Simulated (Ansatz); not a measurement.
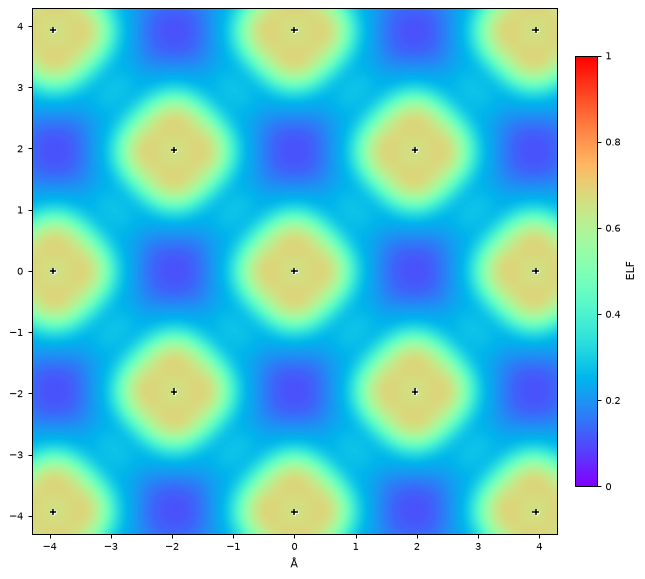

The electron localisation function on a plane through atoms (crosses mark nuclei in the plane).

Theory: Ansatz 0.2.0, DFT r2SCAN, scalar-relativistic, plane waves, PAW.

Candidates:
A. Pt, a = 3.94 Å, b = 3.94 Å, c = 3.94 Å, α = 90.00°, β = 90.00°, γ = 90.00°. Space group Fm-3m.
B. Hf2S, a = 3.38 Å, b = 3.38 Å, c = 11.74 Å, α = 90.00°, β = 90.00°, γ = 120.00°. Space group P6₃/mmc; a structure from a database of computed crystals, not necessarily the ambient phase.
C. TiAl3, a = 3.82 Å, b = 3.82 Å, c = 8.56 Å, α = 90.00°, β = 90.00°, γ = 90.00°. Space group I4/mmm; a structure from a database of computed crystals, not necessarily the ambient phase; computed without spin polarisation.

Which candidate gave the map?

Candidate A: Pt on the (100) plane of the conventional cell, which holds Pt. Pt–Pt (2.79 Å): the ELF is about 0.30 at the midpoint (no shared electron pair shows on this line).
